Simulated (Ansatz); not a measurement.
# Band-structure calculation, with input and output: GaP (part 2 of 2)

GaP (F-43m, 2 atoms in the cell); Hartree-Fock, plane waves, PAW, no spin polarisation (Ansatz 0.2.0); cutoff 420 eV, 6×6×6 k-mesh, fixed occupations. The structure was built on a prototype by a generator. The geometry comes from this level: r2SCAN.

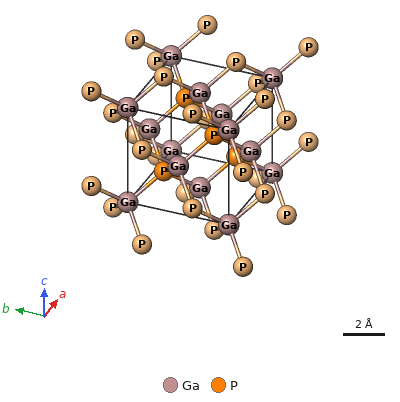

The structure (ball-and-stick view of the cell 4 times as large as that of the calculation, set on its symmetry axes, seen at an oblique angle; neighbours outside the cell are drawn fainter).

### File bands.tsv
```
# k_distance	band_0	band_1	band_2	band_3	band_4	band_5	band_6	band_7	band_8	band_9	band_10	band_11	band_12
# fermi_ev = 5.026457
# lock_threshold_ev = 1e-6
# [0, 0, 0] at k_distance = 0.000000
# [-0.5, -0.5, 0] at k_distance = 1.152709
# [-0.375, -0.375, 0.25] at k_distance = 1.560253
# [-0.375, 0, 0.375] at k_distance = 2.266141
# [0, 0, 0.5] at k_distance = 2.972028
# [-0.5, -0.25, 0.25] at k_distance = 3.787116
# [0, 0.424479, 0.424479] at k_distance = 5.007994
# levels_relative_to = fermi_ev
# free_energy_ev = -4488.363168
# largest_residual_norms_ev = 2.739e-4 3.577e-4 3.704e-4 6.816e-4 1.569e-3 1.066e-3 4.651e-4 2.512e-4 3.389e-4 1.853e-3 8.914e-4 1.037e-3 9.616e-4
0.000000	-24.916379	-24.916379	-24.916379	-24.792643	-24.792643	-17.584440	0.000000	0.000000	0.000000	9.085167	10.753236	10.753236	10.753236
1.152709	-24.972127	-24.868502	-24.868502	-24.814909	-24.780491	-13.680914	-9.009150	-3.596146	-3.596146	7.601532	8.161150	19.766775	19.766775
1.560253	-24.959035	-24.878887	-24.875388	-24.806312	-24.786362	-13.737627	-8.677777	-5.225867	-2.997894	8.459970	11.855579	16.267940	16.389944
2.266141	-24.959035	-24.878887	-24.875388	-24.806312	-24.786362	-13.737627	-8.677777	-5.225867	-2.997894	8.459970	11.855579	16.267940	16.389944
2.972028	-24.941374	-24.895340	-24.895340	-24.791548	-24.791548	-14.872376	-8.958656	-1.471438	-1.471438	8.383726	11.629394	11.629394	15.526338
3.787116	-24.955707	-24.886714	-24.869644	-24.804515	-24.788251	-13.578895	-8.633856	-4.791247	-4.437134	11.229626	12.665764	13.045589	13.627785
5.007994	-24.969252	-24.871226	-24.871226	-24.813475	-24.781231	-14.124254	-8.391104	-3.460180	-3.460180	7.634028	8.463952	18.479374	18.479374
```

### File rho_z.tsv
```
# z_ang	rho[e/angstrom^3]
# format = ansatz-planar-average/11
# lattice	0.000000000	2.725399295	2.725399295
# lattice	2.725399295	0.000000000	2.725399295
# lattice	2.725399295	2.725399295	0.000000000
# sites	2
# site	31	0.000000000	0.000000000	0.000000000
# site	15	1.362699647	1.362699647	1.362699647
0.000000	1.515468e0
0.142752	1.385012e0
0.285503	1.048334e0
0.428255	7.266552e-1
0.571007	5.230556e-1
0.713759	4.152449e-1
0.856510	3.536308e-1
0.999262	3.104692e-1
1.142014	2.779802e-1
1.284766	2.543086e-1
1.427517	2.366700e-1
1.570269	2.206468e-1
1.713021	2.024310e-1
1.855772	1.815857e-1
1.998524	1.600950e-1
2.141276	1.406779e-1
2.284028	1.252506e-1
2.426779	1.144738e-1
2.569531	1.091821e-1
2.712283	1.108287e-1
2.855035	1.224467e-1
2.997786	1.496811e-1
3.140538	2.056083e-1
3.283290	3.227164e-1
3.426041	5.535599e-1
3.568793	9.205668e-1
3.711545	1.317141e0
```

### File v_z.tsv
```
# z_ang	v_es[eV]	v_tot[eV]
# format = ansatz-planar-average/11
# xc	hf
# density_cutoff_ev	1680
# datasets	Ga=:simpson_from_first_knot:soft:fock:shift=386235	P=:simpson_from_first_knot:soft:fock:shift=-24115
# lattice	0.000000000	2.725399295	2.725399295
# lattice	2.725399295	0.000000000	2.725399295
# lattice	2.725399295	2.725399295	0.000000000
# sites	2
# site	31	0.000000000	0.000000000	0.000000000
# site	15	1.362699647	1.362699647	1.362699647
0.000000	1.592010e0	1.592010e0
0.142752	4.871839e-1	4.871839e-1
0.285503	-8.139368e-1	-8.139368e-1
0.428255	-2.064362e0	-2.064362e0
0.571007	-2.983113e0	-2.983113e0
0.713759	-3.368272e0	-3.368272e0
0.856510	-3.141884e0	-3.141884e0
0.999262	-2.365281e0	-2.365281e0
1.142014	-1.191422e0	-1.191422e0
1.284766	2.583081e-1	2.583081e-1
1.427517	1.978669e0	1.978669e0
1.570269	3.903342e0	3.903342e0
1.713021	5.806080e0	5.806080e0
1.855772	7.414425e0	7.414425e0
1.998524	8.543762e0	8.543762e0
2.141276	9.191923e0	9.191923e0
2.284028	9.476887e0	9.476887e0
2.426779	9.464948e0	9.464948e0
2.569531	9.164681e0	9.164681e0
2.712283	8.544062e0	8.544062e0
2.855035	7.607431e0	7.607431e0
2.997786	6.516909e0	6.516909e0
3.140538	5.465672e0	5.465672e0
3.283290	4.554288e0	4.554288e0
3.426041	3.779105e0	3.779105e0
3.568793	3.094436e0	3.094436e0
3.711545	2.420036e0	2.420036e0
```

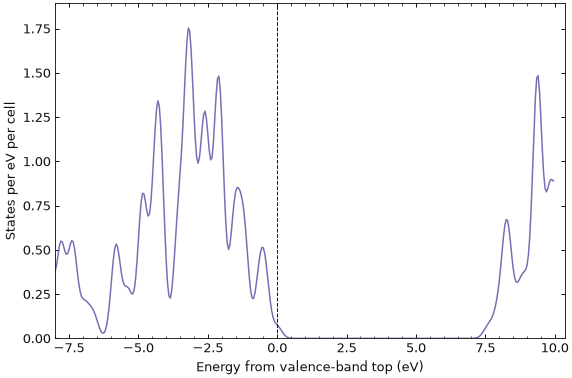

Density of states (the curve is built from the levels of the k mesh with Gaussians 0.4 eV wide, which also blur the band edges), with energies from the valence-band top. There is a gap of 7.60 eV on the k-point mesh. Small ripples come from the finite k-point mesh.

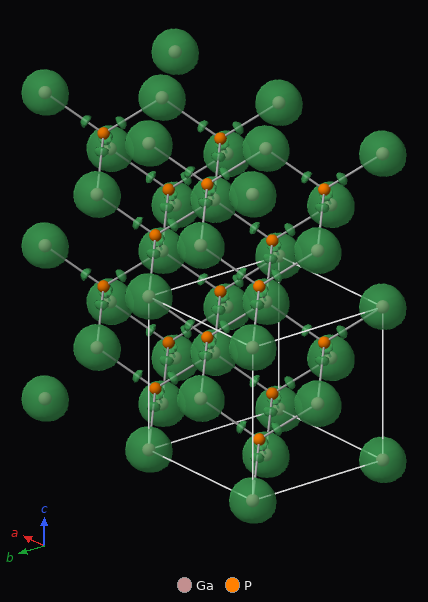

Isosurface of the valence electron density at 0.8 e/Å³ (green), seen at an oblique angle. Sticks mark near contacts. The outline is the cell set on symmetry axes. At this value the density breaks into separate islands; it holds about 55 % of the electrons treated as valence (semicore included). It is pinched off along the Ga–P (2.36 Å) contacts. On the grid the lowest density along these lines, outside the cores, is 0.55 e/Å³ (Ga–P, 2.36 Å). In a PAW calculation such maps are meaningful between the atoms, not at the nuclei.

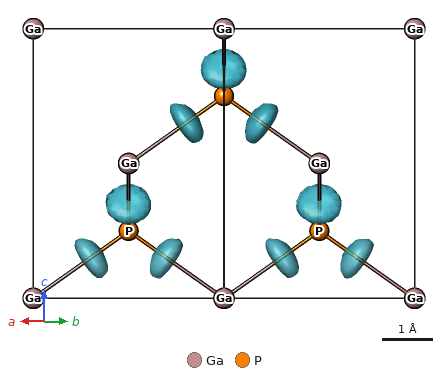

Isosurface of the electron localisation function at 0.9 (cyan), seen along [110]. Only the valence region is drawn (cores and ρ < 0.01 e/Å³ removed). Sticks mark near contacts. The outline is the cell set on symmetry axes. Values along the shortest contacts:

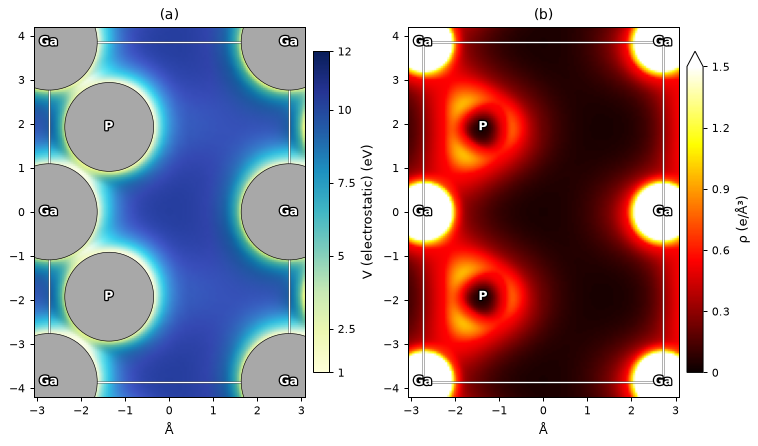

(a) electrostatic potential energy of an electron; (b) valence pseudo-density on the (101) plane of the conventional cell. Grey discs, where drawn, cover atomic cores. Atoms in the plane: Ga and P. Ga–P (2.36 Å): ρ is about 0.59 e/Å³ halfway. Away from the nuclei the density in this plane falls to 0.02 e/Å³ at its lowest. Outside the cores the potential energy rises away from the atoms and is highest about 2.3 Å from the nearest atoms; outside the discs it spans about 10 eV, and its zero is arbitrary.

This output came from the following input.

### The input
```yaml
crystal:
  lattice:
    - [0.0, 2.7253992947, 2.7253992947]
    - [2.7253992947, 0.0, 2.7253992947]
    - [2.7253992947, 2.7253992947, 0.0]
  atoms:
    - { symbol: Ga, position: [0.0, 0.0, 0.0] }
    - { symbol: P, position: [0.25, 0.25, 0.25] }
kpoints:
  mp_grid: { grid: [6, 6, 6] }
  band_path:
    path:
      - [0.0, 0.0, 0.0]
      - [-0.5, -0.5, 0.0]
      - [-0.375, -0.375, 0.25]
      - [-0.375, 0.0, 0.375]
      - [0.0, 0.0, 0.5]
      - [-0.5, -0.25, 0.25]
      - [0.0, 0.424479, 0.424479]
    npoints: 1
hamiltonian:
  xc: hf
scf:
  occupations: { method: fixed }
  n_extra_bands: 4
output:
  forces: true
  stress: true
  eigenvalues: true
  write_density: true
  write_potential: true
  elf: true
  volumetric_format: npy
```

Launched with:
```bash
ansatz run input.yaml --threads 4 --pin off --max-ram 7372MiB --backend cpu --events-out ev --progress --plain --runs-dir out
```

### Summary

| quantity | value |
| --- | --- |
| outcome | converged |
| space group (tolerance 0.01 Å) | F-43m (216) |
| electrons treated | 18 |
| free energy | −4488.3632 eV |
| Fermi energy | 5.026 eV |
| gap on the k-point mesh | 7.60 eV |
| pressure | 5.55 GPa |
| largest force (length of the vector) | under 0.001 eV/Å |
| hardware | 4 threads of Intel Xeon (Sapphire Rapids), 64 GiB of memory available, shared host |
| wall time | 25 s (CPU time 74 s) |
| peak memory | 1.3 GiB |

### Remarks

Warnings of the run: the exchange loop's threshold is looser than advised for the stress; the SCF threshold is looser than advised for the printed stress. The cell is under a pressure of 5.5 GPa at this level, so it is not at its equilibrium volume.
